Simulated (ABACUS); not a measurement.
# Run report: Si, band-structure run (part 2 of 2)

The same run, continued: Si (P6₃/mmc, 4 atoms in the cell); Kohn-Sham DFT of a periodic cell, LDA, GBRV ultrasoft 1.5 LDA, no spin polarisation (ABACUS 3.10.1); cutoff 544.23 eV, 6×6×3 k-mesh, fermi-dirac of 0.05 eV. The structure derives from a Materials Project entry.

Geometry of the input (Å; fractional positions):
```
3.8313  0.0000  0.0000
-1.9157  3.3180  0.0000
0.0000  0.0000  6.3326
Si 0.6667  0.3333  0.9370
Si 0.3333  0.6667  0.4370
Si 0.6667  0.3333  0.5630
Si 0.3333  0.6667  0.0630
```

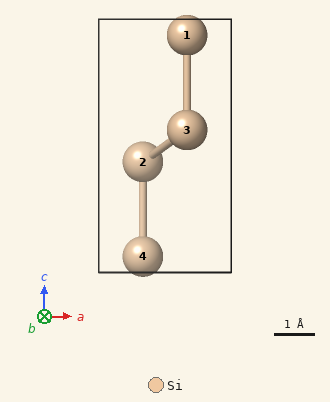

Fig. 1: The structure as given in the input (ball-and-stick view of the cell of the calculation, along the b axis; atoms are numbered from 1 in the order of the input). An atom can appear more than once, as a periodic image.

### Log, continued
```
----------------------------------------------------------
 E_KohnSham     -38.5112043018       -523.9718153461
 E_Harris       -38.0630503073       -517.8743674394
 E_Fermi        0.4395317107         5.9801357178
----------------------------------------------------------

 PW ALGORITHM --------------- ION=   1  ELEC=   2--------------------------------

 Density error is 0.00799810295979
                          Error Threshold = 0.000735898137745
----------------------------------------------------------
     Energy           Rydberg                 eV
----------------------------------------------------------
 E_KohnSham     -38.5138260180       -524.0074856251
 E_Harris       -38.3849800270       -522.2544459832
 E_Fermi        0.4604148716         6.2642656977
----------------------------------------------------------

 PW ALGORITHM --------------- ION=   1  ELEC=   3--------------------------------

 Density error is 8.96635438295e-05
                          Error Threshold = 4.99881434987e-05
----------------------------------------------------------
     Energy           Rydberg                 eV
----------------------------------------------------------
 E_KohnSham     -38.5145108430       -524.0168031482
 E_Harris       -38.5129958838       -523.9961910698
 E_Fermi        0.4672528677         6.3573014081
----------------------------------------------------------

 PW ALGORITHM --------------- ION=   1  ELEC=   4--------------------------------

 Density error is 9.14167238809e-06
                          Error Threshold = 5.60397148934e-07
----------------------------------------------------------
     Energy           Rydberg                 eV
----------------------------------------------------------
 E_KohnSham     -38.5145932933       -524.0179249411
 E_Harris       -38.5099825333       -523.9551923333
 E_Fermi        0.4669115032         6.3526569052
----------------------------------------------------------

 PW ALGORITHM --------------- ION=   1  ELEC=   5--------------------------------

 Density error is 1.19394638064e-06
                          Error Threshold = 5.71354524256e-08
----------------------------------------------------------
     Energy           Rydberg                 eV
----------------------------------------------------------
 E_KohnSham     -38.5145952020       -524.0179509111
 E_Harris       -38.5155926482       -524.0315218626
 E_Fermi        0.4673198205         6.3582123475
----------------------------------------------------------

 PW ALGORITHM --------------- ION=   1  ELEC=   6--------------------------------

 Density error is 3.67488347331e-08
                          Error Threshold = 7.46216487902e-09
----------------------------------------------------------
     Energy           Rydberg                 eV
----------------------------------------------------------
 E_KohnSham     -38.5145952735       -524.0179518840
 E_Harris       -38.5148100373       -524.0208738952
 E_Fermi        0.4672644230         6.3574586254
----------------------------------------------------------

 PW ALGORITHM --------------- ION=   1  ELEC=   7--------------------------------

 Density error is 1.81755400108e-10
                          Error Threshold = 2.29680217082e-10
----------------------------------------------------------
     Energy           Rydberg                 eV
----------------------------------------------------------
 E_KohnSham     -38.5145952806       -524.0179519799
 E_KS(sigma->0) -38.5145656841       -524.0175492990
 E_Harris       -38.5145933052       -524.0179251038
 E_band         1.0598896640         14.4205386823
 E_one_elec     9.9201877044         134.9710780097
 E_Hartree      2.2855046751         31.0958863865
 E_xc           -17.2300747952       -234.4271941815
 E_Ewald        -33.4901536719       -455.6569168329
 E_entropy(-TS) -0.0000591930        -0.0008053618
 E_descf        0.0000000000         0.0000000000
 E_exx          0.0000000000         0.0000000000
 E_Fermi        0.4672488333         6.3572465167
----------------------------------------------------------

 charge density convergence is achieved
 final etot is -524.01795198 eV
 EFERMI = 6.3572465167 eV

 STATE ENERGY(eV) AND OCCUPATIONS    NSPIN == 1
 1/4 kpoint (Cartesian) = 0.0000 0.0000 0.0000 (2311 pws)
       1       -5.98478      0.0185185
       2       -3.69683      0.0185185
       3       -1.02875      0.0185185
       4        4.69684      0.0185185
       5        4.69684      0.0185185
       6        5.86096      0.0185176
       7        6.21152      0.0175659
       8        6.21152      0.0175659
       9        7.13004    3.59078e-09
      10        8.17578    2.96503e-18
      11        8.17578    2.96503e-18
      12        8.48803    5.75260e-21
      13        9.55631    3.02625e-30
      14        10.3506    3.82007e-37
      15        10.3506    3.82007e-37
      16        12.1328    1.26479e-52
      17        12.1328    1.26479e-52
      18        13.1349    2.49999e-61

 2/4 kpoint (Cartesian) = -0.043501 0.025115 0.0000 (2337 pws)
       1       -5.66335       0.111111
       2       -3.36900       0.111111
       3      -0.879180       0.111111
       4        2.80086       0.111111
       5        4.14797       0.111111
       6        4.34471       0.111111
       7        5.37683       0.111111
       8        5.71382       0.111111
       9        7.47291    2.26593e-11
      10        8.79255    7.81555e-23
      11        8.96970    2.26091e-24
      12        9.40688    3.60556e-28
      13        9.58949    9.35099e-30
      14        10.8143    2.14885e-40
      15        11.4748    3.93985e-46
      16        11.7926    6.83626e-49
      17        11.8576    1.86201e-49
      18        13.3033    5.16971e-62

 3/4 kpoint (Cartesian) = -0.087002 0.050231 0.0000 (2306 pws)
       1       -4.74580       0.111111
       2       -2.42487       0.111111
       3       -1.15039       0.111111
       4        1.28233       0.111111
       5        1.80193       0.111111
       6        3.42968       0.111111
       7        4.13015       0.111111
       8        5.03658       0.111111
       9        6.84591    6.32766e-06
      10        8.78435    9.20885e-23
      11        9.36507    8.31963e-28
      12        9.39239    4.81789e-28
      13        9.66466    2.07940e-30
      14        12.3303    1.46085e-53
      15        13.0874    3.87414e-60
      16        13.2835    7.67060e-62
      17        13.5293    5.62652e-64
      18        13.9423    1.45444e-67

 4/4 kpoint (Cartesian) = 0.13050 0.22604 0.0000 (2316 pws)
       1       -3.79714      0.0555556
       2       -2.23653      0.0555556
       3       -1.41861      0.0555556
       4       0.225258      0.0555556
       5        1.53013      0.0555556
       6        3.15734      0.0555556
       7        3.19707      0.0555556
       8        4.77591      0.0555556
       9        6.52521     0.00186610
      10        8.46893    2.52851e-20
      11        9.11181    6.59057e-26
      12        9.28685    1.98858e-27
      13        10.5611    1.69967e-38
      14        12.1761    1.59632e-52
      15        12.6115    2.63492e-56
      16        14.2128    3.25216e-70
      17        15.9433    3.03011e-85
      18        15.9969    1.03623e-85

------------------------------------------------------------------------------------------
 TOTAL-FORCE (eV/Angstrom)
------------------------------------------------------------------------------------------
                       Si1         0.0000000000         0.0000000000         0.0183632048
                       Si2         0.0000000000         0.0000000000         0.0183632048
                       Si3         0.0000000000         0.0000000000        -0.0183632048
                       Si4         0.0000000000         0.0000000000        -0.0183632048
------------------------------------------------------------------------------------------

----------------------------------------------------------------
 TOTAL-STRESS (KBAR)
----------------------------------------------------------------
       -20.5197310871        -0.0000000003         0.0000000000
        -0.0000000003       -20.5197310865        -0.0000000000
         0.0000000000         0.0000000000       -20.8144001659
----------------------------------------------------------------
 TOTAL-PRESSURE: -20.617954 KBAR

 --------------------------------------------
 !FINAL_ETOT_IS -524.0179519798779211 eV
 --------------------------------------------
```

### Standard output
```
ABACUS v3.10.1

               Atomic-orbital Based Ab-initio Computation at UStc

 UNIFORM GRID DIM        : 30 * 30 * 50
 UNIFORM GRID DIM(BIG)   : 45 * 45 * 72
 UNIFORM GRID DIM(DENSE) : 45 * 45 * 72
 ---------------------------------------------------------
 Self-consistent calculations for electrons
 ---------------------------------------------------------
 SPIN    KPOINTS         PROCESSORS  THREADS
 1       14              4           4
 ---------------------------------------------------------
 Use plane wave basis
 ---------------------------------------------------------
 ELEMENT NATOM       XC
 Si      4
 ---------------------------------------------------------
 Initial plane wave basis and FFT box
 ---------------------------------------------------------
 -------------------------------------------
 SELF-CONSISTENT :
 -------------------------------------------
 START CHARGE      : atomic
 ITER       ETOT/eV          EDIFF/eV         DRHO     TIME/s
 DA1     -5.23971815e+02   0.00000000e+00   1.1774e-01   1.40
 DA2     -5.24007486e+02  -3.56702790e-02   7.9981e-03   0.60
 DA3     -5.24016803e+02  -9.31752305e-03   8.9664e-05   0.64
 DA4     -5.24017925e+02  -1.12179294e-03   9.1417e-06   0.87
 DA5     -5.24017951e+02  -2.59700161e-05   1.1939e-06   0.68
 DA6     -5.24017952e+02  -9.72914095e-07   3.6749e-08   0.62
 DA7     -5.24017952e+02  -9.58326523e-08   1.8176e-10   0.69
----------------------------------------------------------------
 TOTAL-STRESS (KBAR)
----------------------------------------------------------------
       -20.5197310871        -0.0000000003         0.0000000000
        -0.0000000003       -20.5197310865        -0.0000000000
         0.0000000000         0.0000000000       -20.8144001659
----------------------------------------------------------------
 TOTAL-PRESSURE: -20.617954 KBAR
```

### Summary

- outcome: converged
- space group (tolerance 0.01 Å): P6₃/mmc (194)
- electrons treated: 16
- free energy: −524.0180 eV
- Fermi energy: 6.357 eV
- gap on the k-point mesh: 0.31 eV
- pressure: −2.06 GPa
- largest force (length of the vector): 0.018 eV/Å
- wall time: 13 s (CPU time 51 s)
- peak memory: 1 GiB
